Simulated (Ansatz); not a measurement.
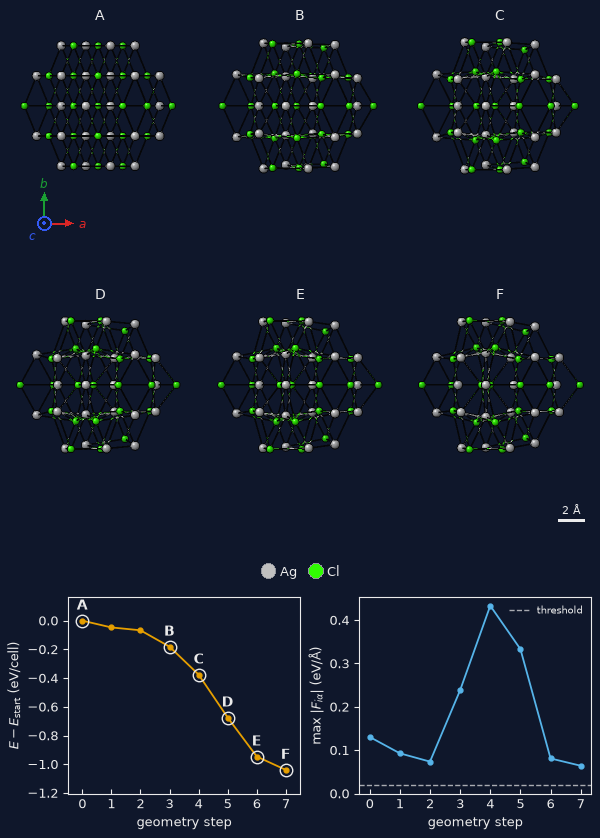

Frames of a relaxation of a defect cell of composition Ag11Cl12, marked on the history of the run. The picture is a ball-and-stick view of the atoms within 5.8 Å of the atom that moves most (axes of the conventional cell (2 times the calculation's cell)), seen along the c axis. Lengths and directions refer to the drawn axes.

Case: Ag vacancy, atoms relaxed.

These are results of DFT PBEsol, scalar-relativistic, plane waves, PAW (Ansatz), not measurements. (plane-wave cutoff 420 eV; k-point mesh 4 × 4 × 4; occupations gaussian; smearing width 0.05 eV; no spin polarisation; atoms relaxed in a fixed cell; force threshold 0.02 eV/Å; at most 50 steps)

> What happens along the run?

The run was cut off at its time limit before the relaxation converged, so the last structure is only a point on the way. The largest moves, 0.70 Å, are those of Cl atoms. Largest moves by element: Cl 0.70 Å, Ag 0.30 Å. The lattice vectors keep their values. Some distances before and after: Ag–Cl 2.885 → 3.530 Å, Ag–Cl 2.885 → 3.418 Å, Ag–Cl 2.885 → 3.391 Å, Ag–Cl 2.885 → 2.410 Å. Bond angles that change, for instance: Ag–Cl–Ag 180.0° → 151.2°, Ag–Cl–Ag 109.5° → 132.7°, Ag–Cl–Ag 70.5° → 93.1°. The energy falls by 1.040 eV per cell of the calculation in 7 geometry steps. Largest force component: 0.13 eV/Å at the start, 0.064 eV/Å at the end. Cost: 5.6 min on 4 threads of Arm Neoverse V2, on a shared host, peak memory 2.4 GiB. From step 0 to 3: Ag atoms move most (0.29 Å), energy −0.181 eV per cell of the calculation. From step 3 to 4: Cl atoms move most (0.20 Å), energy −0.194 eV per cell of the calculation. From step 4 to 5: Cl atoms move most (0.19 Å), energy −0.299 eV per cell of the calculation. From step 5 to 6: Ag atoms move most (0.20 Å), energy −0.271 eV per cell of the calculation. From step 6 to 7: Cl atoms move most (0.12 Å), energy −93.2 meV per cell of the calculation.

Limits of the set-up: the periodic images lie only 8.2 Å apart, so the values are limited by the cell's size.
